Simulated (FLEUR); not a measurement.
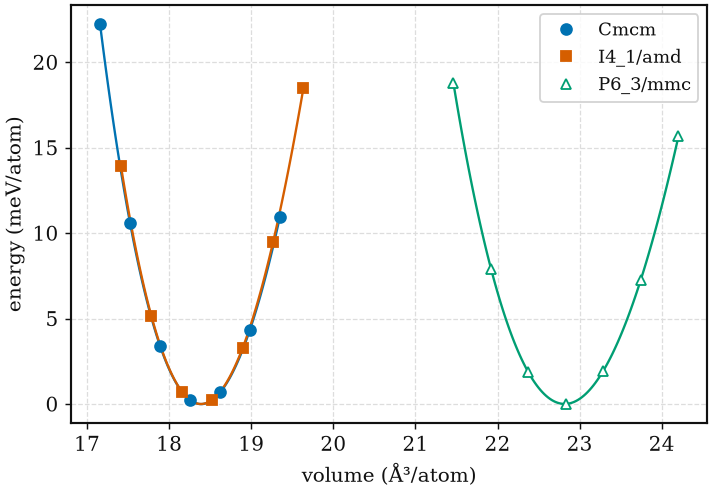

The plot gives the computed energy against volume, with one curve for each structure, for Ge. Each energy curve has its own zero, so the curves don't rank the structures.

Method: all-electron LAPW DFT, no spin polarisation; energies at scaled volumes of the given cell, shape and fractions fixed, counted from the fit's minimum, third-order Birch-Murnaghan fit (FLEUR MaX-R8.1 (later development tree)). Level: PBEsol.

- occupations: Fermi–Dirac
- smearing width: 0.05 eV
- potentials: all electron

Settings that differ: Cmcm: k mesh 10×10×6; I4_1/amd: k mesh 11×11×11; P6_3/mmc: k mesh 8×8×4.

Order the curves by fitted bulk modulus, smallest first.

Answer. P6_3/mmc 66.6, Cmcm 76.6, I4_1/amd 78.5 GPa.

Keep in mind: shape and atomic fractions are frozen while scaling, which makes layered, chain and framework solids too stiff.

The computed values:

Cmcm:
```json
{"volume (Å³/atom)": "17.16", "energy (meV/atom)": "22.22"}
{"volume (Å³/atom)": "17.52", "energy (meV/atom)": "10.60"}
{"volume (Å³/atom)": "17.89", "energy (meV/atom)": "3.41"}
{"volume (Å³/atom)": "18.25", "energy (meV/atom)": "0.24"}
{"volume (Å³/atom)": "18.62", "energy (meV/atom)": "0.68"}
{"volume (Å³/atom)": "18.98", "energy (meV/atom)": "4.34"}
{"volume (Å³/atom)": "19.35", "energy (meV/atom)": "10.95"}
```

I4_1/amd:
```json
{"volume (Å³/atom)": "17.41", "energy (meV/atom)": "13.92"}
{"volume (Å³/atom)": "17.78", "energy (meV/atom)": "5.15"}
{"volume (Å³/atom)": "18.15", "energy (meV/atom)": "0.73"}
{"volume (Å³/atom)": "18.52", "energy (meV/atom)": "0.26"}
{"volume (Å³/atom)": "18.89", "energy (meV/atom)": "3.27"}
{"volume (Å³/atom)": "19.27", "energy (meV/atom)": "9.47"}
{"volume (Å³/atom)": "19.64", "energy (meV/atom)": "18.51"}
```

P6_3/mmc:
```json
{"volume (Å³/atom)": "21.46", "energy (meV/atom)": "18.79"}
{"volume (Å³/atom)": "21.92", "energy (meV/atom)": "7.89"}
{"volume (Å³/atom)": "22.38", "energy (meV/atom)": "1.86"}
{"volume (Å³/atom)": "22.83", "energy (meV/atom)": "0.03"}
{"volume (Å³/atom)": "23.29", "energy (meV/atom)": "1.95"}
{"volume (Å³/atom)": "23.75", "energy (meV/atom)": "7.26"}
{"volume (Å³/atom)": "24.20", "energy (meV/atom)": "15.67"}
```
